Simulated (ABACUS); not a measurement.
**Band-structure run, with input and output: BP (part 1 of 2)**

The run: band-structure run of BP (F-43m, 2 atoms in the cell). Method and program: Kohn-Sham DFT of a periodic cell, SCAN, SG15 ONCV 1.2 PBE, no spin polarisation (ABACUS 3.10.1).

The structure derives from an entry of the Crystallography Open Database.

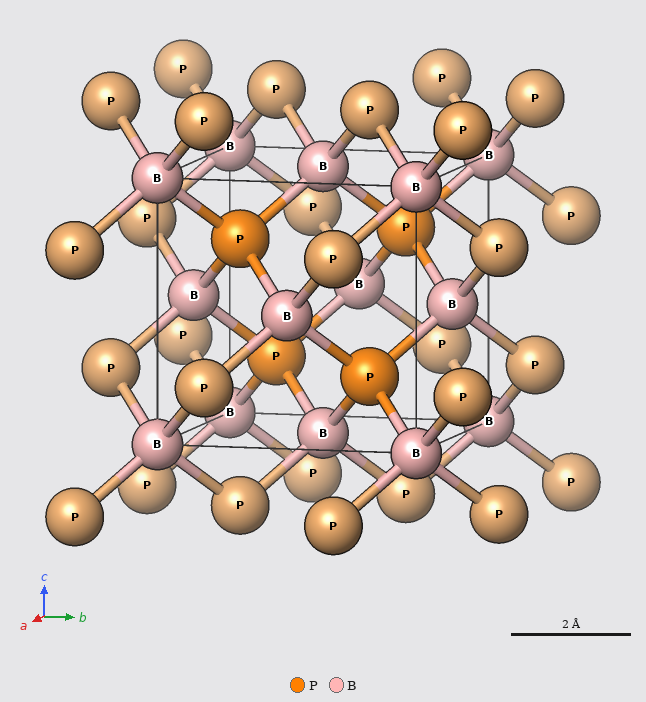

**Figure 1.** The input geometry (ball-and-stick view of the cell 4 times as large as that of the calculation, set on its symmetry axes, seen slightly off an axis; neighbours outside the cell are drawn fainter). Near neighbours in the crystal (not all of them lie inside the picture): P has 4 B at 1.97 Å; B has 4 P at 1.97 Å.

The input:
```
INPUT_PARAMETERS
suffix              BP
calculation         scf
basis_type          pw
pseudo_dir          ./
symmetry            1
dft_functional      scan
ecutwfc             88
pseudo_rcut         10
nspin               1
nbands              14
ks_solver           dav
smearing_method     fd
smearing_sigma      0.00367493
scf_thr             1e-08
scf_nmax            100
mixing_type         broyden
mixing_beta         0.7
cal_force           1
cal_stress          1
mixing_tau          1
out_chg             1
out_pot             2
out_elf             1
```

File STRU:
```
ATOMIC_SPECIES
P 30.9738 P_ONCV_PBE-1.2.upf
B 10.8100 B_ONCV_PBE-1.2.upf

LATTICE_CONSTANT
6.0638487579

LATTICE_VECTORS
0.0000000000 0.7071067812 0.7071067812
0.7071067812 0.0000000000 0.7071067812
0.7071067812 0.7071067812 0.0000000000

ATOMIC_POSITIONS
Cartesian

P
0.0
1
1.0606601718 1.0606601718 1.0606601718 1 1 1

B
0.0
1
0.0000000000 0.0000000000 0.0000000000 1 1 1
```

File KPT:
```
K_POINTS
0
Gamma
6 6 6 0 0 0
```

Launched with:
```bash
OMP_NUM_THREADS=1 mpirun -np 4 abacus > log
```

Output:
```
ABACUS v3.10.1

               Atomic-orbital Based Ab-initio Computation at UStc

 ------------------------------------------------------------------------------------

 READING GENERAL INFORMATION
                           global_out_dir = OUT.BP/
                           global_in_card = INPUT
                               pseudo_dir = ./
                              orbital_dir =
                                    DSIZE = 4
                                    GSIZE = 1

 READING UNITCELL INFORMATION
                                    ntype = 2
                  lattice constant (Bohr) = 6.06385
              lattice constant (Angstrom) = 3.20885

 READING ATOM TYPE 1
                               atom label = P
                      L=0, number of zeta = 1
                      L=1, number of zeta = 1
                      L=2, number of zeta = 1
             number of atom for this type = 1

 READING ATOM TYPE 2
                               atom label = B
                      L=0, number of zeta = 1
                      L=1, number of zeta = 1
                      L=2, number of zeta = 1
             number of atom for this type = 1

                        TOTAL ATOM NUMBER = 2
CARTESIAN COORDINATES ( UNIT =       6.063848757900 Bohr ).
    atom                   x                   y                   z     mag                  vx                  vy                  vz
tauc_P1            1.0606601718        1.0606601718        1.0606601718  0.0000        0.0000000000        0.0000000000        0.0000000000
tauc_B1            0.0000000000        0.0000000000        0.0000000000  0.0000        0.0000000000        0.0000000000        0.0000000000

                          Volume (Bohr^3) = 157.663
                             Volume (A^3) = 23.3632

 Lattice vectors: (Cartesian coordinate: in unit of a_0)
                   +0           +0.707107           +0.707107
            +0.707107                  +0           +0.707107
            +0.707107           +0.707107                  +0
 Reciprocal vectors: (Cartesian coordinate: in unit of 2 pi/a_0)
            -0.707107           +0.707107           +0.707107
            +0.707107           -0.707107           +0.707107
            +0.707107           +0.707107           -0.707107
 The esolver type has been set to : ksdft_pw

                PAO radial cut off (Bohr) = 10

 Read in pseudopotential file is P_ONCV_PBE-1.2.upf
                     pseudopotential type = NC
          exchange-correlation functional = PBE
                 nonlocal core correction = 0
                        valence electrons = 5
                                     lmax = 1
                           number of zeta = 0
                     number of projectors = 4
                           L of projector = 0
                           L of projector = 0
                           L of projector = 1
                           L of projector = 1
 XC functional updated to : scan
          exchange-correlation functional = SCAN
                PAO radial cut off (Bohr) = 10

 Read in pseudopotential file is B_ONCV_PBE-1.2.upf
                     pseudopotential type = NC
          exchange-correlation functional = PBE
                 nonlocal core correction = 0
                        valence electrons = 3
                                     lmax = 1
                           number of zeta = 0
                     number of projectors = 4
                           L of projector = 0
                           L of projector = 0
                           L of projector = 1
                           L of projector = 1
 XC functional updated to : scan
          exchange-correlation functional = SCAN
     initial pseudo atomic orbital number = 0

 SETUP THE ELECTRONS NUMBER
             electron number of element P = 5
       total electron number of element P = 5
             electron number of element B = 3
       total electron number of element B = 3
            AUTOSET number of electrons:  = 8
                           occupied bands = 4
                                   NBANDS = 14
                                   NLOCAL = 18

 SETUP THE PLANE WAVE BASIS
 energy cutoff for charge/potential (unit:Ry) = 352
            fft grid for charge/potential = [ 40, 40, 40 ]
                        fft grid division = [ 1, 1, 1 ]
        big fft grid for charge/potential = [ 40, 40, 40 ]
                                     nbxx = 16000
                                     nrxx = 16000

 SETUP PLANE WAVES FOR CHARGE/POTENTIAL
                    number of plane waves = 17477
                         number of sticks = 889

 PARALLEL PW FOR CHARGE/POTENTIAL
     PROC   COLUMNS(POT)             PW
        1            222           4369
        2            222           4369
        3            222           4369
        4            223           4370
 --------------- sum -------------------
        4            889          17477
                            number of |g| = 219
                                  max |g| = 326
                                  min |g| = 1.5

----------- Double Check Mixing Parameters Begin ------------
mixing_type: broyden
mixing_beta: 0.7
mixing_gg0: 1
mixing_gg0_min: 0.1
mixing_ndim: 8
----------- Double Check Mixing Parameters End ------------

 LATTICE VECTORS: (CARTESIAN COORDINATE: IN UNIT OF A0)
                   +0           +0.707107           +0.707107
            +0.707107                  +0           +0.707107
            +0.707107           +0.707107                  +0
                       right hand lattice = 1
                                   NORM_A = 1
                                   NORM_B = 1
                                   NORM_C = 1
                           ALPHA (DEGREE) = 60
                           BETA  (DEGREE) = 60
                           GAMMA (DEGREE) = 60

 The lattice vectors have been changed (STRU_SIMPLE.cif)

(for optimal symmetric configuration:)
                             BRAVAIS TYPE = 3
                     BRAVAIS LATTICE NAME = 03. Cubic F (face-centered)
                                    ibrav = 3
                                    IBRAV = 3
                                  BRAVAIS = FACE CENTERED CUBIC
                       LATTICE CONSTANT A = 1.41421
Original cell was already a primitive cell.
                        ROTATION MATRICES = 48
              PURE POINT GROUP OPERATIONS = 24
                   SPACE GROUP OPERATIONS = 24
                                       C2 = 3
                                       C3 = 8
                                       C4 = 0
                                       C6 = 0
                                       S1 = 6
                                       S3 = 0
                                       S4 = 6
                                       S6 = 0
                              POINT GROUP = T_d
                                       C2 = 3
                                       C3 = 8
                                       C4 = 0
                                       C6 = 0
                                       S1 = 6
                                       S3 = 0
                                       S4 = 6
                                       S6 = 0
               POINT GROUP IN SPACE GROUP = T_d

 SETUP K-POINTS
                                    nspin = 1
                   Input type of k points = Monkhorst-Pack(Gamma)
                                   nkstot = 216
                       right hand lattice = 1
(for reciprocal lattice: )
                             BRAVAIS TYPE = 2
                     BRAVAIS LATTICE NAME = 02. Cubic I (body-centered)
                                    ibrav = 2
                       right hand lattice = 1
(for k-lattice: )
                             BRAVAIS TYPE = 2
                     BRAVAIS LATTICE NAME = 02. Cubic I (body-centered)
                                    ibrav = 2
                       right hand lattice = 1
                        ROTATION MATRICES = 48
                               nkstot_ibz = 16
K-POINTS REDUCTION ACCORDING TO SYMMETRY
     IBZ    DIRECT_X    DIRECT_Y    DIRECT_Z  WEIGHT  ibz2bz
       1  0.00000000  0.00000000  0.00000000  0.0046       0
       2  0.16666667  0.16666667  0.16666667  0.0370       1
       3  0.33333333  0.33333333  0.33333333  0.0370       2
       4  0.50000000  0.50000000  0.50000000  0.0185       3
       5  0.16666667  0.16666667  0.00000000  0.0278       7
       6  0.33333333  0.33333333  0.16666667  0.1111       8
       7  0.50000000  0.50000000  0.33333333  0.1111       9
       8  0.50000000  0.33333333  0.33333333  0.1111      10
       9  0.33333333  0.16666667  0.16666667  0.0556      11
      10  0.33333333  0.33333333  0.00000000  0.0278      14
      11  0.50000000  0.50000000  0.16666667  0.1111      15
      12 -0.33333333  0.33333333  0.33333333  0.0556      16
      13  0.50000000  0.50000000  0.00000000  0.0139      21
      14  0.50000000  0.33333333  0.16666667  0.1111      51
      15  0.50000000  0.33333333 -0.33333333  0.1111      52
      16  0.50000000  0.33333333 -0.16666667  0.0556      58

                               nkstot now = 16
[... K-POINTS DIRECT COORDINATES: 16 rows ...]

           k-point number in this process = 16
       minimum distributed K point number = 16
[... stars of the k points ...]

[... K-POINTS CARTESIAN COORDINATES: 16 rows ...]

[... K-POINTS DIRECT COORDINATES: 16 rows ...]

 SETUP PLANE WAVES FOR WAVE FUNCTIONS
     energy cutoff for wavefunc (unit:Ry) = 88
              fft grid for wave functions = [ 40, 40, 40 ]
                    number of plane waves = 2891
                         number of sticks = 265

 PARALLEL PW FOR WAVE FUNCTIONS
     PROC   COLUMNS(POT)             PW
        1             66            722
        2             66            722
        3             66            724
        4             67            723
 --------------- sum -------------------
        4            265           2891

 SETUP NONLOCAL PSEUDOPOTENTIALS IN PLANE WAVE BASIS
 P non-local projectors:
 projector 1 L=0
 projector 2 L=0
 projector 3 L=1
 projector 4 L=1
 B non-local projectors:
 projector 1 L=0
 projector 2 L=0
 projector 3 L=1
 projector 4 L=1
      TOTAL NUMBER OF NONLOCAL PROJECTORS = 16

 Init Non-Local PseudoPotential table :
 Init Non-Local-Pseudopotential done.

                                     npwx = 561

 -------------------------------------------
 SELF-CONSISTENT
 -------------------------------------------
                                 init_chg = atomic

 PW ALGORITHM --------------- ION=   1  ELEC=   1--------------------------------

 Density error is 0.118391120893
                          Error Threshold = 0.01
----------------------------------------------------------
     Energy           Rydberg                 eV
----------------------------------------------------------
 E_KohnSham     -18.9014025627       -257.1667750448
 E_Harris       -18.5199779371       -251.9772267791
 E_Fermi        0.7064079889         9.6111737616
```
